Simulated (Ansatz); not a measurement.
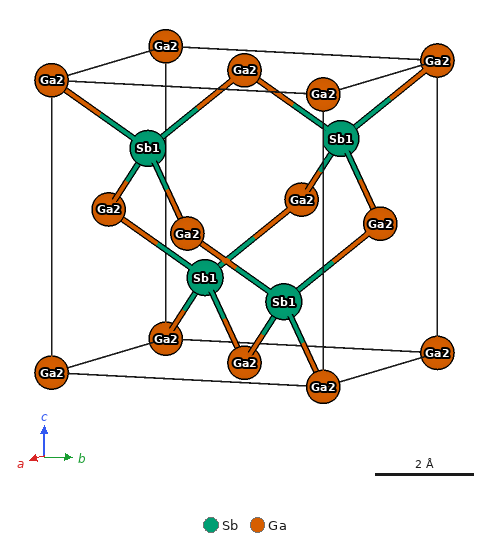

**Figure 1.** The input geometry of run 1 (ball-and-stick view of the cell 4 times as large as that of the calculation, set on its symmetry axes, seen slightly off an axis; atoms are numbered from 1 in the order of the input).

**What a change does: single-point calculation on GaSb**

System: GaSb (F-43m, 2 atoms in the cell).
Method of run 1: Kohn-Sham DFT of a periodic cell, RPBE with D3(BJ), Ansatz PAW, no spin polarisation (Ansatz 0.2.0).

The structure derives from an entry of the Crystallography Open Database. Text and figures count atoms from 1; the logs count them from 0 in places.

**The input, run 1**
```yaml
crystal:
  lattice:
    - [0.0, 3.0176570942, 3.0176570942]
    - [3.0176570942, 0.0, 3.0176570942]
    - [3.0176570942, 3.0176570942, 0.0]
  atoms:
    - { symbol: Sb, position: [0.75, 0.75, 0.75] }
    - { symbol: Ga, position: [0.0, 0.0, 0.0] }
hamiltonian:
  xc: rpbe
  pseudopotentials: { kind: paw }
  dispersion: d3bj
kpoints:
  mp_grid: { grid: [8, 8, 8] }
scf:
  occupations: { method: fermi_dirac, width: 0.05 }
output:
  forces: true
  stress: true
  eigenvalues: true
```

Command:
```bash
ansatz run input.yaml --threads 2 --pin off --max-ram 5120MiB --backend cpu --events-out ev --progress --plain --runs-dir out
```

Hardware: 2 threads of Arm Neoverse V1, 24 GiB of memory available, shared host.

**Output, shortened to warnings, some set-up lines, iterations and results (run 1)**
```
Basis set: ecut = 420 eV, 1067 PW (Γ), exchange–correlation on 60×60×60 points (8 copies of the dense FFT grid, shifted against one another)
Symmetry: 24 space group operations
k-points: 29 of 512 (time reversal used)
Initial density: superposition of atomic densities (neutral atoms: chi_scale 0, normalization atom), corrected by the library's trained network
[...]
SCF iter   1: F=—  HF=-10285.159307 eV  |F-HF|=—  |Δ(HF+E_count)|=         —  Δρ=3.23e-3  dr2=2.11e-3  ethr=1.77e-3  ⟨swp⟩=6.1  Hψ=2679  notcnv=0
SCF iter   2: F=—  HF=-10285.157841 eV  |F-HF|=—  |Δ(HF+E_count)|=   1.47e-3  Δρ=7.53e-4  dr2=3.52e-4  ethr=7.55e-6  ⟨swp⟩=2.0  Hψ=1203  notcnv=0
SCF iter   3: F=—  HF=-10285.157666 eV  |F-HF|=—  |Δ(HF+E_count)|=   1.74e-4  Δρ=4.49e-4  dr2=6.25e-5  ethr=1.26e-6  ⟨swp⟩=2.0  Hψ=781  notcnv=0
SCF iter   4: F=—  HF=-10285.157712 eV  |F-HF|=—  |Δ(HF+E_count)|=   4.54e-5  Δρ=1.67e-4  dr2=9.43e-6  ethr=2.23e-7  ⟨swp⟩=2.1  Hψ=855  notcnv=0
SCF iter   5: F=—  HF=-10285.157713 eV  |F-HF|=—  |Δ(HF+E_count)|=   9.11e-7  Δρ=6.40e-5  dr2=1.20e-6  ethr=3.37e-8  ⟨swp⟩=2.0  Hψ=928  notcnv=0
SCF iter   6: F=-10285.157714 eV  HF=-10285.157714 eV  |F-HF|=4.22e-8  |Δ(HF+E_count)|=   9.59e-7  Δρ=8.09e-6  dr2=2.89e-8  ethr=3.57e-10  ⟨swp⟩=4.1  Hψ=2412  notcnv=0
SCF 1 converged in 6 iterations: F = -10285.157714 eV  dr2 = 2.89e-8
SCF converged after 6 iterations
Free energy (F): -10285.157714 eV
Harris-Foulkes:  -10285.157714 eV  (|F-HF|=4.22e-8)
Internal energy: -10285.157653 eV  (E = F + TS)
E sigma→0 (E₀):  -10285.157683 eV
Entropy (-TS):   -0.000061 eV (-0.030 meV/atom)
Fermi energy:    8.599328 eV
--- Per-component energies (eV) ---
  E_band       = -245.065793
  E_kinetic    = 323.821494
  E_local      = -3858.484712  (includes V_loc(G=0)·N_el)
  E_nonlocal   = 786.726074
  E_hartree    = 1781.467826
  E_xc         = -208.084876
  E_vxc        = -154.324290  (∫ρ·V_xc dr)
  E_paw        = -6579.265363  (= ΣΔE_a)
  E_vpaw       = -905.748964  (= ΣTr[D̂ρ^β])
  E_aug_tail   = -0.000112  (compensation charges beyond the density's cutoff)
  E_ewald      = -2528.086660
  E_disp       = -3.117433  (pairwise vdW)
  E_core_change = -0.133891  (= ΣΔE_core)
  E_smearing   = -0.000061  (= −TS)
  E_closure    = 0.000000  (closes the sum)
  Σ components = -10285.157714   (vs F -10285.157714, Δ=0.00e0)
--- Forces (eV/Å), atoms counted from 1 ---
  atom   1  Sb     0.00000000    -0.00000000     0.00000000
  atom   2  Ga    -0.00000000     0.00000000     0.00000000
  max |Σ_I F_I| component: 7.40e-17 eV/Å
--- Stress (GPa, compression-positive) ---
       -3.879611       0.000000       0.000000
        0.000000      -3.879611       0.000000
       -0.000000       0.000000      -3.879611
  P = ⅓ Tr σ = -3.8796 GPa (-38.796 kbar)
```

For run 2 the input was changed thus:
```diff
-  xc: rpbe
+  xc: revpbe
-  dispersion: d3bj
+  dispersion: d4
```

How does run 2 compare with run 1?

The total energies belong to different models, so their difference says nothing on which is more stable or more accurate. The pressure goes from −3.88 to 1.62 GPa. The functional changes from RPBE to revPBE. The number of SCF iterations is the same.

**Output, shortened to warnings, some set-up lines, iterations and results (run 2)**
```
Basis set: ecut = 420 eV, 1067 PW (Γ), exchange–correlation on 60×60×60 points (8 copies of the dense FFT grid, shifted against one another)
Symmetry: 24 space group operations
k-points: 29 of 512 (time reversal used)
Initial density: superposition of atomic densities (neutral atoms: chi_scale 0, normalization atom), corrected by the library's trained network
[...]
SCF iter   1: F=—  HF=-10279.315762 eV  |F-HF|=—  |Δ(HF+E_count)|=         —  Δρ=2.64e-3  dr2=1.62e-3  ethr=1.77e-3  ⟨swp⟩=6.1  Hψ=2679  notcnv=0
SCF iter   2: F=—  HF=-10279.314439 eV  |F-HF|=—  |Δ(HF+E_count)|=   1.32e-3  Δρ=6.66e-4  dr2=3.06e-4  ethr=5.79e-6  ⟨swp⟩=2.0  Hψ=1170  notcnv=0
SCF iter   3: F=—  HF=-10279.314290 eV  |F-HF|=—  |Δ(HF+E_count)|=   1.49e-4  Δρ=3.35e-4  dr2=5.08e-5  ethr=1.09e-6  ⟨swp⟩=2.0  Hψ=783  notcnv=0
SCF iter   4: F=—  HF=-10279.314321 eV  |F-HF|=—  |Δ(HF+E_count)|=   3.15e-5  Δρ=1.35e-4  dr2=6.73e-6  ethr=1.82e-7  ⟨swp⟩=2.0  Hψ=923  notcnv=0
SCF iter   5: F=—  HF=-10279.314322 eV  |F-HF|=—  |Δ(HF+E_count)|=   6.99e-7  Δρ=5.74e-5  dr2=9.45e-7  ethr=2.40e-8  ⟨swp⟩=2.0  Hψ=928  notcnv=0
SCF iter   6: F=-10279.314324 eV  HF=-10279.314323 eV  |F-HF|=7.79e-8  |Δ(HF+E_count)|=   1.33e-6  Δρ=6.75e-6  dr2=2.19e-8  ethr=3.57e-10  ⟨swp⟩=4.3  Hψ=2431  notcnv=0
SCF 1 converged in 6 iterations: F = -10279.314324 eV  dr2 = 2.19e-8
SCF converged after 6 iterations
Free energy (F): -10279.314324 eV
Harris-Foulkes:  -10279.314323 eV  (|F-HF|=7.79e-8)
Internal energy: -10279.314249 eV  (E = F + TS)
E sigma→0 (E₀):  -10279.314286 eV
Entropy (-TS):   -0.000074 eV (-0.037 meV/atom)
Fermi energy:    8.556240 eV
--- Per-component energies (eV) ---
  E_band       = -245.958082
  E_kinetic    = 323.938516
  E_local      = -3858.584162  (includes V_loc(G=0)·N_el)
  E_nonlocal   = 786.903962
  E_hartree    = 1781.141858
  E_xc         = -208.044725
  E_vxc        = -154.467356  (∫ρ·V_xc dr)
  E_paw        = -6575.102916  (= ΣΔE_a)
  E_vpaw       = -906.039734  (= ΣTr[D̂ρ^β])
  E_aug_tail   = -0.000113  (compensation charges beyond the density's cutoff)
  E_ewald      = -2528.086660
  E_disp       = -1.383729  (pairwise vdW)
  E_core_change = -0.096281  (= ΣΔE_core)
  E_smearing   = -0.000074  (= −TS)
  E_closure    = -0.000000  (closes the sum)
  Σ components = -10279.314324   (vs F -10279.314324, Δ=0.00e0)
--- Forces (eV/Å), atoms counted from 1 ---
  atom   1  Sb     0.00000000    -0.00000000     0.00000000
  atom   2  Ga    -0.00000000     0.00000000     0.00000000
  max |Σ_I F_I| component: 5.55e-17 eV/Å
--- Stress (GPa, compression-positive) ---
        1.615715       0.000000      -0.000000
       -0.000000       1.615715       0.000000
       -0.000000       0.000000       1.615715
  P = ⅓ Tr σ = 1.6157 GPa (16.157 kbar)
```

**The two runs side by side**

```tsv
quantity	run 1	run 2
outcome	converged	converged
free energy per atom (eV)	−5142.5789	−5139.6572
gap on the mesh (eV)	0.43	0.40
pressure (GPa)	−3.88	1.62
largest force (eV/Å)	0.000	0.000
SCF iterations	6	6
irreducible k-points	29	29
plane waves at Γ	1067	1067
wall time (shared host)	1.7 s	1.7 s
```

For both runs: Points of doubt noted for this run: forces on files of another functional.
